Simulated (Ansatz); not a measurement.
## Geometry relaxation of Ti8H2O17 (part 3 of 3)

The same run, continued: Ti8H2O17 (slab, 27 atoms in the cell); DFT PBE+D3(BJ), scalar-relativistic, plane waves, PAW, no spin polarisation (Ansatz 0.2.0); cutoff 420 eV, 2×3×1 k-mesh, Gaussian smearing of 0.05 eV. The structure derives from an entry of the Crystallography Open Database. The input holds or restrains some coordinates. Forces given for the steps count only the free coordinates. It belongs to a series of runs on one base structure; here: 1 H2O a cell, tilted, over a hollow Ti-O-O site.

**Trajectory as extended XYZ, continued**
```
27
Lattice="7.5747 0.0000 0.0000 -1.8937 5.1467 0.0000 0.0000 0.0000 25.2244" Properties=species:S:1:pos:R:3:forces:R:3 step=6 energy=-29709.61352
O     0.0000    3.2456    8.0000    0.0002  -1.5317   1.1106
O     3.7874    3.2456    8.0000    0.0050  -1.6017   1.0657
Ti    0.0000    1.3935    8.7329    0.0107   4.0140   2.0333
Ti    3.7874    1.3935    8.7329    0.0007   4.0802   2.0482
O     1.8937    1.0207    8.8804   -0.0153   0.1988  -1.0979
O     5.6811    1.0207    8.8804    0.0164   0.2178  -1.0987
O     1.8937    4.6881    9.4658   -0.0121   0.3115   0.0898
O     5.6811    4.6881    9.4658    0.0701   0.3357   0.0260
Ti    0.0000    4.3153    9.6133   -0.0202  -2.1415  -1.9314
Ti    3.7874    4.3153    9.6133   -0.0067  -2.2728  -2.5085
O     0.0000    2.4632   10.3462    0.0357  -0.6680   0.1720
O     3.7874    2.4632   10.3462    0.0795  -0.7593   0.1360
O     0.0044    4.6774   11.5753   -0.0291  -0.0335  -0.0234
O     3.8234    4.6541   11.5241    0.0543   0.0296   0.0303
Ti    0.0372    2.7855   12.3940    0.0422   0.1335  -0.0768
Ti    3.8179    2.7663   12.4062   -0.0237  -0.0249  -0.0858
O     1.9224    2.3914   12.4001    0.0539  -0.0085  -0.0664
O     5.7207    2.4175   12.4347   -0.0315  -0.0231   0.0492
O     3.8486    0.9432   13.1967    0.0117   0.0576   0.0400
O     0.0253    0.9604   13.2490   -0.0565  -0.0416  -0.0349
Ti    1.9315    0.4393   13.1492    0.0091  -0.0591   0.1493
Ti    5.7260    0.4269   13.0409    0.0331  -0.0133   0.0019
O     0.1206    3.9236   13.9229    0.0251   0.0545  -0.0370
O     3.7987    3.9481   13.8801   -0.0034   0.0139   0.0168
O     1.9501    1.8651   15.1234    0.2395   0.5574   1.1446
H     1.6651    2.7642   14.8252   -0.0475  -0.3767   0.0267
H     2.4479    2.0471   15.9678   -0.4419  -0.4482  -1.1797
27
Lattice="7.5747 0.0000 0.0000 -1.8937 5.1467 0.0000 0.0000 0.0000 25.2244" Properties=species:S:1:pos:R:3:forces:R:3 step=8 energy=-29709.76878
O     0.0000    3.2456    8.0000   -0.0020  -1.5680   1.1105
O     3.7874    3.2456    8.0000    0.0037  -1.5909   1.0625
Ti    0.0000    1.3935    8.7329    0.0044   3.9506   1.9582
Ti    3.7874    1.3935    8.7329    0.0016   4.1090   2.0872
O     1.8937    1.0207    8.8804   -0.0516   0.1947  -1.0943
O     5.6811    1.0207    8.8804    0.0523   0.2290  -1.0979
O     1.8937    4.6881    9.4658   -0.0336   0.3088   0.0781
O     5.6811    4.6881    9.4658    0.0620   0.3501   0.0215
Ti    0.0000    4.3153    9.6133   -0.0065  -2.0085  -1.8526
Ti    3.7874    4.3153    9.6133   -0.0071  -2.3114  -2.4277
O     0.0000    2.4632   10.3462    0.0013  -0.7363   0.1055
O     3.7874    2.4632   10.3462    0.0651  -0.7777   0.0973
O    -0.0024    4.6622   11.5760   -0.0300  -0.0092   0.0228
O     3.8105    4.6503   11.5285    0.0002   0.0188   0.0527
Ti    0.0245    2.7821   12.3611   -0.0060   0.0247  -0.0310
Ti    3.7939    2.7591   12.4153    0.0071  -0.0079  -0.1447
O     1.9081    2.3735   12.3908    0.0238  -0.0228  -0.0698
O     5.7030    2.4100   12.4420   -0.0049  -0.0313   0.0395
O     3.8263    0.9462   13.2287    0.0138   0.0443   0.0820
O     0.0009    0.9356   13.2246    0.0094   0.0101  -0.0242
Ti    1.9134    0.4204   13.1799   -0.0107  -0.1770  -0.0730
Ti    5.7081    0.4188   13.0487    0.0577   0.0060  -0.0677
O     0.1302    3.8955   13.9228   -0.0033   0.0121  -0.0112
O     3.7673    3.9363   13.8893   -0.0146  -0.0193   0.0208
O     1.7802    1.6570   15.0846    0.4362   0.3550   0.8959
H     1.4267    2.5382   14.8088   -0.0625  -0.1086   0.0961
H     2.4833    1.8581   15.7530   -0.5061  -0.2431  -0.8381
27
Lattice="7.5747 0.0000 0.0000 -1.8937 5.1467 0.0000 0.0000 0.0000 25.2244" Properties=species:S:1:pos:R:3:forces:R:3 step=10 energy=-29709.87682
O     0.0000    3.2456    8.0000   -0.0027  -1.5719   1.1142
O     3.7874    3.2456    8.0000    0.0008  -1.5910   1.0721
Ti    0.0000    1.3935    8.7329    0.0023   3.9530   1.9610
Ti    3.7874    1.3935    8.7329   -0.0006   4.0926   2.0715
O     1.8937    1.0207    8.8804   -0.0440   0.1949  -1.0869
O     5.6811    1.0207    8.8804    0.0443   0.2240  -1.0919
O     1.8937    4.6881    9.4658   -0.0428   0.3180   0.0774
O     5.6811    4.6881    9.4658    0.0369   0.3537   0.0314
Ti    0.0000    4.3153    9.6133   -0.0055  -2.0294  -1.8360
Ti    3.7874    4.3153    9.6133    0.0020  -2.2948  -2.4038
O     0.0000    2.4632   10.3462   -0.0351  -0.8173   0.0091
O     3.7874    2.4632   10.3462    0.0659  -0.8349   0.0232
O    -0.0125    4.6378   11.5761    0.0077   0.0099   0.0769
O     3.7953    4.6358   11.5316   -0.0168   0.0427   0.1129
Ti    0.0152    2.7496   12.3598   -0.0253  -0.0353  -0.0524
Ti    3.7759    2.7320   12.4076    0.0250  -0.1052  -0.0874
O     1.8981    2.3305   12.3662   -0.0011   0.0418  -0.0205
O     5.6894    2.3668   12.4369    0.0008  -0.0129   0.0034
O     3.8067    0.9357   13.2788    0.0518  -0.0376   0.0063
O    -0.0088    0.9125   13.2401   -0.0962  -0.0517  -0.0191
Ti    1.8951    0.3805   13.1849   -0.0274   0.1812   0.1347
Ti    5.6922    0.3883   13.0617    0.0266   0.1047  -0.0378
O     0.0948    3.8597   13.9223    0.0221  -0.0903  -0.0075
O     3.7538    3.8953   13.8873   -0.0211   0.0332   0.0321
O     1.7521    1.6406   15.1419    0.2836  -0.0156   0.1427
H     1.2088    2.4376   14.9287    0.1491  -0.0528   0.0464
H     2.6191    1.9799   15.4527   -0.3997  -0.0076  -0.2722
27
Lattice="7.5747 0.0000 0.0000 -1.8937 5.1467 0.0000 0.0000 0.0000 25.2244" Properties=species:S:1:pos:R:3:forces:R:3 step=12 energy=-29709.90919
O     0.0000    3.2456    8.0000   -0.0029  -1.5508   1.1237
O     3.7874    3.2456    8.0000   -0.0006  -1.5867   1.0763
Ti    0.0000    1.3935    8.7329    0.0018   3.9562   1.9731
Ti    3.7874    1.3935    8.7329   -0.0016   4.0813   2.0710
O     1.8937    1.0207    8.8804   -0.0426   0.1922  -1.0859
O     5.6811    1.0207    8.8804    0.0427   0.2217  -1.0923
O     1.8937    4.6881    9.4658   -0.0559   0.3208   0.0720
O     5.6811    4.6881    9.4658    0.0367   0.3517   0.0427
Ti    0.0000    4.3153    9.6133    0.0014  -2.0232  -1.6876
Ti    3.7874    4.3153    9.6133   -0.0005  -2.2754  -2.3109
O     0.0000    2.4632   10.3462   -0.0510  -0.8064  -0.0644
O     3.7874    2.4632   10.3462    0.0677  -0.8407  -0.0304
O    -0.0132    4.6393   11.5912   -0.0126  -0.0771  -0.1693
O     3.7858    4.6339   11.5372    0.0139  -0.0200  -0.0957
Ti    0.0088    2.7392   12.3568    0.0505   0.0759   0.0344
Ti    3.7711    2.7200   12.4002   -0.0332   0.0019  -0.0432
O     1.8935    2.3225   12.3560    0.0099  -0.0281   0.0035
O     5.6838    2.3565   12.4282    0.0076  -0.0082   0.0011
O     3.8066    0.9255   13.2816   -0.0277   0.0487  -0.0033
O    -0.0194    0.9004   13.2479    0.0308  -0.0008   0.0272
Ti    1.8887    0.3726   13.2039    0.0167  -0.0100   0.1067
Ti    5.6862    0.3856   13.0637   -0.0025  -0.0306   0.0564
O     0.0928    3.8351   13.9230   -0.0346   0.0516  -0.0293
O     3.7414    3.8848   13.8860   -0.0109  -0.0533   0.0149
O     1.8246    1.6483   15.1114   -0.0302  -0.0201  -0.0149
H     1.1744    2.3689   14.9291    0.1252  -0.0315   0.0630
H     2.6820    2.1101   15.1918   -0.0986   0.0620  -0.0377
27
Lattice="7.5747 0.0000 0.0000 -1.8937 5.1467 0.0000 0.0000 0.0000 25.2244" Properties=species:S:1:pos:R:3:forces:R:3 step=15 energy=-29709.92017
O     0.0000    3.2456    8.0000   -0.0012  -1.5564   1.1076
O     3.7874    3.2456    8.0000    0.0011  -1.6047   1.0868
Ti    0.0000    1.3935    8.7329    0.0094   3.9937   2.0126
Ti    3.7874    1.3935    8.7329   -0.0105   4.0258   2.0073
O     1.8937    1.0207    8.8804   -0.0030   0.2063  -1.0890
O     5.6811    1.0207    8.8804    0.0036   0.2133  -1.0881
O     1.8937    4.6881    9.4658   -0.0207   0.3331   0.0804
O     5.6811    4.6881    9.4658    0.0160   0.3485   0.0211
Ti    0.0000    4.3153    9.6133   -0.0245  -2.0674  -1.6601
Ti    3.7874    4.3153    9.6133    0.0203  -2.1955  -2.3350
O     0.0000    2.4632   10.3462   -0.0553  -0.8356  -0.0931
O     3.7874    2.4632   10.3462    0.0613  -0.8640  -0.0465
O    -0.0175    4.6323   11.5880   -0.0022  -0.0171  -0.0092
O     3.8000    4.6290   11.5353    0.0215   0.0102   0.0164
Ti    0.0085    2.7431   12.3653   -0.0068   0.0268  -0.0337
Ti    3.7721    2.7063   12.3803    0.0095  -0.0231   0.0095
O     1.8906    2.3147   12.3503   -0.0079  -0.0032   0.0006
O     5.6855    2.3409   12.4269    0.0090   0.0047  -0.0027
O     3.8060    0.9175   13.2677    0.0056   0.0113  -0.0067
O    -0.0184    0.8996   13.2756   -0.0221  -0.0246   0.0073
Ti    1.8883    0.3746   13.2085   -0.0109  -0.0142   0.0155
Ti    5.6894    0.3695   13.0723    0.0048   0.0072  -0.0074
O     0.0728    3.8389   13.9236   -0.0085   0.0255  -0.0018
O     3.7265    3.8619   13.8833   -0.0071  -0.0058   0.0046
O     1.8764    1.6655   15.1077    0.0104   0.0893  -0.0151
H     1.1240    2.2931   15.0152    0.0786  -0.0532   0.0059
H     2.6598    2.2546   15.0542   -0.0684  -0.0337   0.0091
27
Lattice="7.5747 0.0000 0.0000 -1.8937 5.1467 0.0000 0.0000 0.0000 25.2244" Properties=species:S:1:pos:R:3:forces:R:3 step=17 energy=-29709.92086
O     0.0000    3.2456    8.0000   -0.0012  -1.5582   1.1071
O     3.7874    3.2456    8.0000    0.0019  -1.6031   1.0875
Ti    0.0000    1.3935    8.7329    0.0091   3.9873   2.0072
Ti    3.7874    1.3935    8.7329   -0.0108   4.0297   2.0102
O     1.8937    1.0207    8.8804   -0.0032   0.2058  -1.0891
O     5.6811    1.0207    8.8804    0.0039   0.2136  -1.0877
O     1.8937    4.6881    9.4658   -0.0184   0.3317   0.0869
O     5.6811    4.6881    9.4658    0.0172   0.3499   0.0126
Ti    0.0000    4.3153    9.6133   -0.0291  -2.0582  -1.6673
Ti    3.7874    4.3153    9.6133    0.0236  -2.1977  -2.3189
O     0.0000    2.4632   10.3462   -0.0576  -0.8351  -0.0973
O     3.7874    2.4632   10.3462    0.0579  -0.8632  -0.0507
O    -0.0208    4.6328   11.5868    0.0041  -0.0171  -0.0101
O     3.8057    4.6290   11.5365    0.0125   0.0087   0.0058
Ti    0.0066    2.7454   12.3626    0.0084   0.0182  -0.0006
Ti    3.7722    2.7052   12.3809   -0.0073  -0.0136  -0.0035
O     1.8891    2.3152   12.3493   -0.0146   0.0030  -0.0007
O     5.6854    2.3410   12.4264    0.0064   0.0019  -0.0003
O     3.8055    0.9169   13.2630    0.0117   0.0041  -0.0035
O    -0.0203    0.8997   13.2787   -0.0004  -0.0098   0.0135
Ti    1.8865    0.3761   13.2080   -0.0132  -0.0022   0.0200
Ti    5.6892    0.3690   13.0735    0.0118  -0.0057  -0.0137
O     0.0691    3.8421   13.9221   -0.0007   0.0121  -0.0005
O     3.7221    3.8602   13.8845   -0.0002   0.0024  -0.0010
O     1.8912    1.6716   15.1071   -0.0301  -0.0163  -0.0039
H     1.1321    2.2884   15.0212    0.0014  -0.0019   0.0041
H     2.6643    2.2706   15.0468    0.0168   0.0134  -0.0061
```

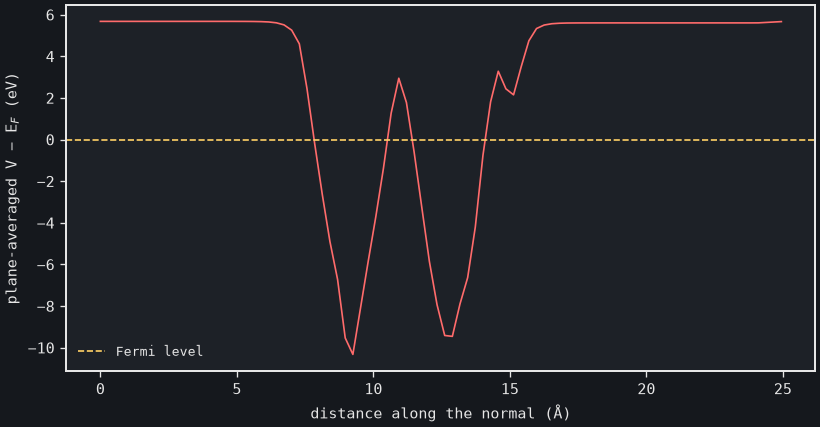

Plane average of the electrostatic potential energy of an electron across the cell, from the Fermi level. The vacuum level lies 5.61 eV above the Fermi level on the upper side and 5.68 eV on the lower.

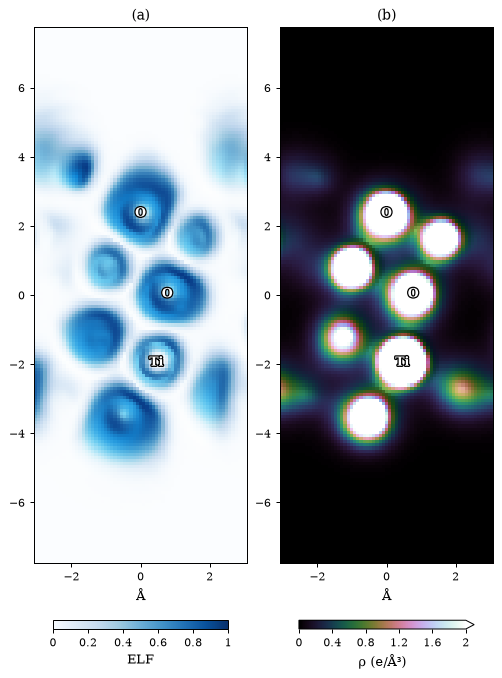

(a) electron localisation function; (b) valence charge density (pseudo) on the (100) plane of the calculation cell, a cut from vacuum to vacuum. The section cuts through Ti and O sites. Ti–O (2.00 Å): ρ at the midpoint is about 0.61 e/Å³; the ELF is about 0.20 at the midpoint. The density dies away to nearly zero in the vacuum. The strong features right at Ti lie inside the PAW spheres (semicore, d or f shells) and say nothing about bonding. In a PAW calculation such maps are meaningful between the atoms, not at the nuclei.

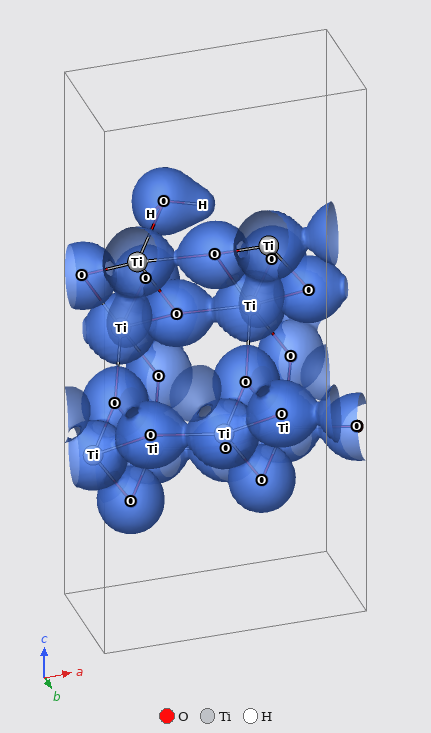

Isosurface of the valence electron density at 0.6 e/Å³ (blue), seen at an oblique angle. Sticks mark near contacts. At this value the density is joined into sheets; it holds about 80 % of the electrons treated as valence (semicore included). It is pinched off along the Ti–Ti (2.89 Å) contacts. On the grid the lowest density along these lines, outside the cores, is 2.1 e/Å³ (O–H, 0.98 Å), 1.1 e/Å³ (Ti–O, 1.77 Å), 0.29 e/Å³ (Ti–Ti, 2.89 Å) and 1 e/Å³ (Ti–O, 1.83 Å).

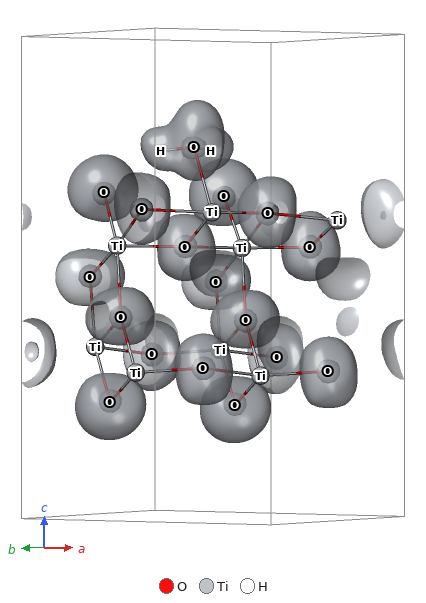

Isosurface of the electron localisation function at 0.65 (grey), seen at an oblique angle. Only the valence region is drawn (cores and ρ < 0.01 e/Å³ removed). Sticks mark near contacts. Values along the shortest contacts: O–H (0.98 Å): the ELF climbs to about 1 towards the hydrogen, as it does in any bond to H; a covalent bond by its length. Ti–O (1.77 Å): the ELF is about 0.30 at the midpoint.

**Key numbers**

```tsv
quantity	value
outcome	converged under the restraints of the input
electrons treated	200
free energy	−29709.9209 eV
work function, top face	5.61 eV
work function, bottom face	5.68 eV
Fermi energy	−1.523 eV
gap on the k-point mesh	2.09 eV
final volume	983.36 Å³
work function (upper face)	5.61 eV
largest force (length of the vector) at the end, held atoms and coordinates included	4.503 eV/Å
wall time	3.6 min (CPU time 26 min)
peak memory	2.3 GiB
```

Warnings of the run: the exchange-correlation potential is rough where the density is thin.
